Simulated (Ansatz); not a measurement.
## Geometry relaxation of Ga$_{6}$HN$_{6}$ (part 4 of 4)

Continued. System: Ga$_{6}$HN$_{6}$ (slab, 26 atoms in the cell). Method: DFT PBE+D3(BJ), scalar-relativistic, plane waves, PAW, no spin polarisation (Ansatz 0.2.0); cutoff 420 eV, 3×3×1 k-mesh, Gaussian smearing of 0.05 eV. The structure derives from an entry of the Crystallography Open Database. The input holds or restrains some coordinates. It belongs to a series of runs on one base structure; here: 1 H2 a cell, upright, over a top N site.

## Trajectory as extended XYZ, continued
```
26
Lattice="6.3931 0.0000 0.0000 0.0000 5.2086 0.0000 0.0000 0.0000 25.2094" Properties=species:S:1:pos:R:3:forces:R:3 step=12 energy=-50043.78740
Ga    3.1966    0.0042    8.0000    0.0000  -2.0034   1.4821
Ga    0.0000    0.0042    8.0000    0.0000  -2.0034   1.4821
N     3.1966    3.2511    8.0000   -0.0002   0.6787   0.3682
N     0.0000    3.2511    8.0000    0.0002   0.6787   0.3682
Ga    4.7948    2.6085    8.9228    0.0000   1.0869  -1.6242
Ga    1.5983    2.6085    8.9228    0.0000   1.0868  -1.6243
N     4.7948    0.6468    8.9228    0.0000   0.5094  -1.1942
N     1.5983    0.6468    8.9228    0.0000   0.5096  -1.1940
Ga    4.7948    0.0042   10.7683    0.0000  -0.3393   0.4011
Ga    1.5983    0.0042   10.7683    0.0000  -0.3377   0.4022
N     4.7948    3.2511   10.7683    0.0000   0.0817   0.5792
N     1.5983    3.2511   10.7683    0.0000   0.0804   0.5814
Ga    0.0000    2.5980   11.6382   -0.0006   0.0009  -0.0002
Ga    3.1966    2.5980   11.6382    0.0006   0.0009  -0.0002
N    -0.0001    0.6424   11.6653    0.0005   0.0000   0.0023
N     3.1967    0.6424   11.6653   -0.0005   0.0000   0.0023
Ga    0.0008    0.0273   13.6188   -0.0028  -0.0012  -0.0046
Ga    3.1958    0.0273   13.6188    0.0028  -0.0012  -0.0046
N    -0.0001    3.2805   13.5572    0.0012  -0.0016  -0.0001
N     3.1967    3.2805   13.5572   -0.0012  -0.0016  -0.0001
Ga    1.5983    2.4522   14.1866    0.0000   0.0037  -0.0024
Ga    4.7948    2.4541   14.1872    0.0000   0.0046   0.0050
N     1.5983    0.6446   14.4357    0.0000  -0.0006   0.0048
N     4.7948    0.6461   14.4350    0.0000   0.0005   0.0011
H     4.7948   -0.5255   16.7111    0.0000  -0.0918   0.1032
H     4.7948   -0.9719   17.3277    0.0000   0.0592  -0.1344
26
Lattice="6.3931 0.0000 0.0000 0.0000 5.2086 0.0000 0.0000 0.0000 25.2094" Properties=species:S:1:pos:R:3:forces:R:3 step=13 energy=-50043.79607
Ga    3.1966    0.0042    8.0000    0.0000  -2.0036   1.4818
Ga    0.0000    0.0042    8.0000    0.0000  -2.0036   1.4818
N     3.1966    3.2511    8.0000   -0.0002   0.6788   0.3684
N     0.0000    3.2511    8.0000    0.0002   0.6788   0.3684
Ga    4.7948    2.6085    8.9228    0.0000   1.0870  -1.6240
Ga    1.5983    2.6085    8.9228    0.0000   1.0868  -1.6239
N     4.7948    0.6468    8.9228    0.0000   0.5094  -1.1935
N     1.5983    0.6468    8.9228    0.0000   0.5096  -1.1933
Ga    4.7948    0.0042   10.7683    0.0000  -0.3386   0.4019
Ga    1.5983    0.0042   10.7683    0.0000  -0.3368   0.4035
N     4.7948    3.2511   10.7683    0.0000   0.0825   0.5795
N     1.5983    3.2511   10.7683    0.0000   0.0804   0.5831
Ga   -0.0001    2.5981   11.6384   -0.0011   0.0016   0.0009
Ga    3.1966    2.5981   11.6384    0.0011   0.0016   0.0009
N    -0.0001    0.6425   11.6655    0.0004  -0.0003   0.0026
N     3.1967    0.6425   11.6655   -0.0004  -0.0003   0.0026
Ga    0.0006    0.0277   13.6190   -0.0029  -0.0016  -0.0070
Ga    3.1959    0.0277   13.6190    0.0029  -0.0016  -0.0070
N    -0.0003    3.2808   13.5575    0.0025  -0.0021  -0.0019
N     3.1969    3.2808   13.5575   -0.0025  -0.0021  -0.0019
Ga    1.5983    2.4527   14.1866    0.0000   0.0052  -0.0040
Ga    4.7948    2.4549   14.1889    0.0000   0.0069   0.0075
N     1.5983    0.6450   14.4359    0.0000  -0.0008   0.0070
N     4.7948    0.6466   14.4357    0.0000  -0.0015   0.0045
H     4.7948   -0.6440   16.6377    0.0000  -0.1039   0.0960
H     4.7948   -1.1385   17.2175    0.0000   0.0681  -0.1345
26
Lattice="6.3931 0.0000 0.0000 0.0000 5.2086 0.0000 0.0000 0.0000 25.2094" Properties=species:S:1:pos:R:3:forces:R:3 step=14 energy=-50043.80608
Ga    3.1966    0.0042    8.0000    0.0000  -2.0037   1.4813
Ga    0.0000    0.0042    8.0000    0.0000  -2.0037   1.4813
N     3.1966    3.2511    8.0000   -0.0002   0.6788   0.3685
N     0.0000    3.2511    8.0000    0.0002   0.6788   0.3685
Ga    4.7948    2.6085    8.9228    0.0000   1.0871  -1.6238
Ga    1.5983    2.6085    8.9228    0.0000   1.0868  -1.6233
N     4.7948    0.6468    8.9228    0.0000   0.5094  -1.1924
N     1.5983    0.6468    8.9228    0.0000   0.5098  -1.1923
Ga    4.7948    0.0042   10.7683    0.0000  -0.3380   0.4023
Ga    1.5983    0.0042   10.7683    0.0000  -0.3362   0.4047
N     4.7948    3.2511   10.7683    0.0000   0.0834   0.5798
N     1.5983    3.2511   10.7683    0.0000   0.0801   0.5850
Ga   -0.0002    2.5983   11.6386   -0.0015   0.0026   0.0018
Ga    3.1967    2.5983   11.6386    0.0015   0.0026   0.0018
N    -0.0001    0.6426   11.6656    0.0003  -0.0005   0.0037
N     3.1967    0.6426   11.6656   -0.0003  -0.0005   0.0037
Ga    0.0004    0.0281   13.6191   -0.0032  -0.0021  -0.0107
Ga    3.1961    0.0281   13.6191    0.0032  -0.0021  -0.0107
N    -0.0006    3.2811   13.5578    0.0039  -0.0032  -0.0037
N     3.1972    3.2811   13.5578   -0.0039  -0.0032  -0.0037
Ga    1.5983    2.4531   14.1863    0.0000   0.0072  -0.0060
Ga    4.7948    2.4556   14.1909    0.0000   0.0103   0.0107
N     1.5983    0.6454   14.4361    0.0000  -0.0012   0.0100
N     4.7948    0.6470   14.4367    0.0000  -0.0054   0.0088
H     4.7948   -0.7601   16.5553    0.0000  -0.0993   0.0749
H     4.7948   -1.2967   17.0968    0.0000   0.0622  -0.1205
26
Lattice="6.3931 0.0000 0.0000 0.0000 5.2086 0.0000 0.0000 0.0000 25.2094" Properties=species:S:1:pos:R:3:forces:R:3 step=15 energy=-50043.81694
Ga    3.1966    0.0042    8.0000   -0.0001  -2.0050   1.4811
Ga    0.0000    0.0042    8.0000    0.0001  -2.0050   1.4811
N     3.1966    3.2511    8.0000   -0.0001   0.6801   0.3693
N     0.0000    3.2511    8.0000    0.0001   0.6801   0.3693
Ga    4.7948    2.6085    8.9228    0.0000   1.0880  -1.6239
Ga    1.5983    2.6085    8.9228    0.0000   1.0877  -1.6228
N     4.7948    0.6468    8.9228    0.0000   0.5093  -1.1925
N     1.5983    0.6468    8.9228    0.0000   0.5098  -1.1926
Ga    4.7948    0.0042   10.7683    0.0000  -0.3381   0.4031
Ga    1.5983    0.0042   10.7683    0.0000  -0.3362   0.4066
N     4.7948    3.2511   10.7683    0.0000   0.0842   0.5791
N     1.5983    3.2511   10.7683    0.0000   0.0795   0.5861
Ga   -0.0003    2.5984   11.6389   -0.0019   0.0038   0.0031
Ga    3.1968    2.5984   11.6389    0.0019   0.0038   0.0031
N    -0.0002    0.6427   11.6659    0.0000  -0.0009   0.0054
N     3.1967    0.6427   11.6659    0.0000  -0.0009   0.0054
Ga    0.0002    0.0283   13.6192   -0.0033  -0.0026  -0.0154
Ga    3.1964    0.0283   13.6192    0.0033  -0.0026  -0.0154
N    -0.0009    3.2812   13.5580    0.0056  -0.0047  -0.0063
N     3.1975    3.2812   13.5580   -0.0056  -0.0047  -0.0063
Ga    1.5983    2.4533   14.1857    0.0000   0.0092  -0.0088
Ga    4.7948    2.4562   14.1934    0.0000   0.0153   0.0142
N     1.5983    0.6455   14.4364    0.0000  -0.0013   0.0135
N     4.7948    0.6470   14.4381    0.0000  -0.0112   0.0154
H     4.7948   -0.8677   16.4661    0.0000  -0.0948   0.0567
H     4.7948   -1.4441   16.9661    0.0000   0.0577  -0.1080
26
Lattice="6.3931 0.0000 0.0000 0.0000 5.2086 0.0000 0.0000 0.0000 25.2094" Properties=species:S:1:pos:R:3:forces:R:3 step=16 energy=-50043.82816
Ga    3.1966    0.0042    8.0000   -0.0001  -2.0048   1.4799
Ga    0.0000    0.0042    8.0000    0.0001  -2.0048   1.4799
N     3.1966    3.2511    8.0000   -0.0001   0.6796   0.3690
N     0.0000    3.2511    8.0000    0.0001   0.6796   0.3690
Ga    4.7948    2.6085    8.9228    0.0000   1.0881  -1.6240
Ga    1.5983    2.6085    8.9228    0.0000   1.0879  -1.6218
N     4.7948    0.6468    8.9228    0.0000   0.5094  -1.1898
N     1.5983    0.6468    8.9228    0.0000   0.5101  -1.1899
Ga    4.7948    0.0042   10.7683    0.0000  -0.3384   0.4020
Ga    1.5983    0.0042   10.7683    0.0000  -0.3366   0.4070
N     4.7948    3.2511   10.7683    0.0000   0.0846   0.5789
N     1.5983    3.2511   10.7683    0.0000   0.0781   0.5879
Ga   -0.0004    2.5986   11.6391   -0.0020   0.0061   0.0048
Ga    3.1969    2.5986   11.6391    0.0020   0.0061   0.0048
N    -0.0002    0.6427   11.6661   -0.0003  -0.0013   0.0075
N     3.1968    0.6427   11.6661    0.0003  -0.0013   0.0075
Ga   -0.0002    0.0282   13.6192   -0.0035  -0.0031  -0.0212
Ga    3.1967    0.0282   13.6192    0.0035  -0.0031  -0.0212
N    -0.0014    3.2809   13.5583    0.0083  -0.0072  -0.0109
N     3.1979    3.2809   13.5583   -0.0083  -0.0072  -0.0109
Ga    1.5983    2.4531   14.1847    0.0000   0.0116  -0.0127
Ga    4.7948    2.4566   14.1966    0.0000   0.0211   0.0174
N     1.5983    0.6453   14.4367    0.0000  -0.0016   0.0167
N     4.7948    0.6466   14.4401    0.0000  -0.0208   0.0219
H     4.7948   -0.9705   16.3689    0.0000  -0.0785   0.0379
H     4.7948   -1.5817   16.8270    0.0000   0.0464  -0.0899
26
Lattice="6.3931 0.0000 0.0000 0.0000 5.2086 0.0000 0.0000 0.0000 25.2094" Properties=species:S:1:pos:R:3:forces:R:3 step=17 energy=-50043.83804
Ga    3.1966    0.0042    8.0000    0.0001  -2.0051   1.4782
Ga    0.0000    0.0042    8.0000   -0.0001  -2.0051   1.4782
N     3.1966    3.2511    8.0000   -0.0002   0.6793   0.3688
N     0.0000    3.2511    8.0000    0.0002   0.6793   0.3688
Ga    4.7948    2.6085    8.9228    0.0000   1.0892  -1.6243
Ga    1.5983    2.6085    8.9228    0.0000   1.0889  -1.6213
N     4.7948    0.6468    8.9228    0.0000   0.5095  -1.1864
N     1.5983    0.6468    8.9228    0.0000   0.5104  -1.1856
Ga    4.7948    0.0042   10.7683    0.0000  -0.3410   0.3983
Ga    1.5983    0.0042   10.7683    0.0000  -0.3388   0.4075
N     4.7948    3.2511   10.7683    0.0000   0.0842   0.5740
N     1.5983    3.2511   10.7683    0.0000   0.0747   0.5891
Ga   -0.0006    2.5985   11.6391   -0.0049   0.0077   0.0093
Ga    3.1972    2.5985   11.6391    0.0049   0.0077   0.0093
N    -0.0004    0.6425   11.6667   -0.0019  -0.0032   0.0070
N     3.1969    0.6425   11.6667    0.0019  -0.0032   0.0070
Ga   -0.0010    0.0266   13.6187    0.0035  -0.0006  -0.0197
Ga    3.1975    0.0266   13.6187   -0.0035  -0.0006  -0.0197
N    -0.0023    3.2789   13.5579    0.0088  -0.0067  -0.0156
N     3.1989    3.2789   13.5579   -0.0088  -0.0067  -0.0156
Ga    1.5983    2.4514   14.1812    0.0000   0.0095  -0.0070
Ga    4.7948    2.4558   14.2028    0.0000   0.0200   0.0052
N     1.5983    0.6436   14.4371    0.0000  -0.0010   0.0127
N     4.7948    0.6438   14.4444    0.0000  -0.0201   0.0227
H     4.7948   -1.0393   16.2627    0.0000  -0.0685   0.0151
H     4.7948   -1.6901   16.6654    0.0000   0.0401  -0.0556
26
Lattice="6.3931 0.0000 0.0000 0.0000 5.2086 0.0000 0.0000 0.0000 25.2094" Properties=species:S:1:pos:R:3:forces:R:3 step=18 energy=-50043.84306
Ga    3.1966    0.0042    8.0000   -0.0001  -2.0067   1.4764
Ga    0.0000    0.0042    8.0000    0.0001  -2.0067   1.4764
N     3.1966    3.2511    8.0000    0.0003   0.6803   0.3692
N     0.0000    3.2511    8.0000   -0.0003   0.6803   0.3692
Ga    4.7948    2.6085    8.9228    0.0000   1.0910  -1.6268
Ga    1.5983    2.6085    8.9228    0.0000   1.0918  -1.6192
N     4.7948    0.6468    8.9228    0.0000   0.5094  -1.1827
N     1.5983    0.6468    8.9228    0.0000   0.5108  -1.1823
Ga    4.7948    0.0042   10.7683    0.0000  -0.3449   0.3906
Ga    1.5983    0.0042   10.7683    0.0000  -0.3429   0.4044
N     4.7948    3.2511   10.7683    0.0000   0.0866   0.5624
N     1.5983    3.2511   10.7683    0.0000   0.0713   0.5821
Ga   -0.0012    2.5987   11.6387    0.0039   0.0081   0.0043
Ga    3.1977    2.5987   11.6387   -0.0039   0.0081   0.0043
N    -0.0006    0.6425   11.6669    0.0000  -0.0024   0.0046
N     3.1972    0.6425   11.6669    0.0000  -0.0024   0.0046
Ga   -0.0013    0.0255   13.6169   -0.0023   0.0045  -0.0170
Ga    3.1979    0.0255   13.6169    0.0023   0.0045  -0.0170
N    -0.0027    3.2772   13.5552    0.0060  -0.0086  -0.0139
N     3.1993    3.2772   13.5552   -0.0060  -0.0086  -0.0139
Ga    1.5983    2.4503   14.1765    0.0000   0.0006  -0.0061
Ga    4.7948    2.4552   14.2061    0.0000  -0.0028   0.0042
N     1.5983    0.6425   14.4371    0.0000  -0.0019   0.0094
N     4.7948    0.6406   14.4490    0.0000  -0.0342   0.0135
H     4.7948   -1.1522   16.1161    0.0000   0.0087   0.0353
H     4.7948   -1.8093   16.5110    0.0000   0.0063  -0.0320
26
Lattice="6.3931 0.0000 0.0000 0.0000 5.2086 0.0000 0.0000 0.0000 25.2094" Properties=species:S:1:pos:R:3:forces:R:3 step=19 energy=-50043.84306
Ga    3.1966    0.0042    8.0000   -0.0001  -2.0066   1.4764
Ga    0.0000    0.0042    8.0000    0.0001  -2.0066   1.4764
N     3.1966    3.2511    8.0000    0.0003   0.6802   0.3691
N     0.0000    3.2511    8.0000   -0.0003   0.6802   0.3691
Ga    4.7948    2.6085    8.9228    0.0000   1.0910  -1.6268
Ga    1.5983    2.6085    8.9228    0.0000   1.0918  -1.6193
N     4.7948    0.6468    8.9228    0.0000   0.5094  -1.1826
N     1.5983    0.6468    8.9228    0.0000   0.5108  -1.1821
Ga    4.7948    0.0042   10.7683    0.0000  -0.3449   0.3905
Ga    1.5983    0.0042   10.7683    0.0000  -0.3429   0.4043
N     4.7948    3.2511   10.7683    0.0000   0.0866   0.5625
N     1.5983    3.2511   10.7683    0.0000   0.0713   0.5822
Ga   -0.0012    2.5987   11.6387    0.0039   0.0081   0.0042
Ga    3.1977    2.5987   11.6387   -0.0039   0.0081   0.0042
N    -0.0006    0.6425   11.6669    0.0000  -0.0024   0.0047
N     3.1972    0.6425   11.6669    0.0000  -0.0024   0.0047
Ga   -0.0013    0.0255   13.6169   -0.0023   0.0045  -0.0171
Ga    3.1979    0.0255   13.6169    0.0023   0.0045  -0.0171
N    -0.0027    3.2772   13.5552    0.0060  -0.0086  -0.0138
N     3.1993    3.2772   13.5552   -0.0060  -0.0086  -0.0138
Ga    1.5983    2.4503   14.1765    0.0000   0.0007  -0.0061
Ga    4.7948    2.4552   14.2061    0.0000  -0.0028   0.0041
N     1.5983    0.6425   14.4371    0.0000  -0.0019   0.0096
N     4.7948    0.6406   14.4490    0.0000  -0.0343   0.0138
H     4.7948   -1.1522   16.1161    0.0000   0.0085   0.0353
H     4.7948   -1.8093   16.5110    0.0000   0.0064  -0.0322
```

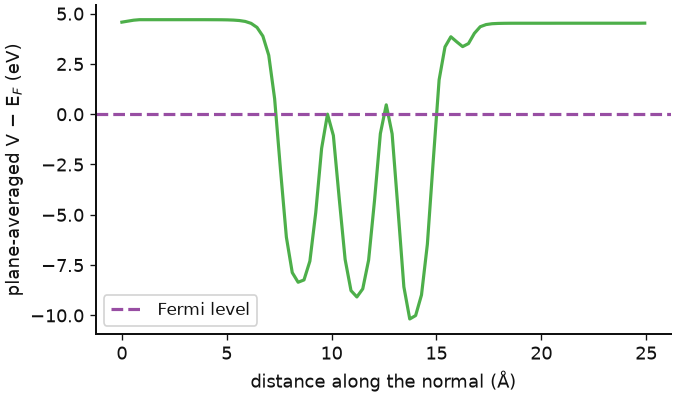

Figure 1. Plane average of the electrostatic potential energy of an electron across the cell, from the Fermi level. The vacuum level lies 4.52 eV above the Fermi level on the upper side and 4.70 eV on the lower.

## Results in brief

```csv
quantity,value
outcome,converged under the restraints of the input
electrons treated,218
free energy,−50043.8431 eV
"work function, top face",4.52 eV
"work function, bottom face",4.70 eV
Fermi energy,0.359 eV
gap on the k-point mesh,0.76 eV
final volume,839.45 Å³
work function (upper face),4.52 eV
"largest force (length of the vector) at the end, held atoms and coordinates included",2.491 eV/Å
wall time,7.3 min (CPU time 25 min)
peak memory,2.2 GiB
```
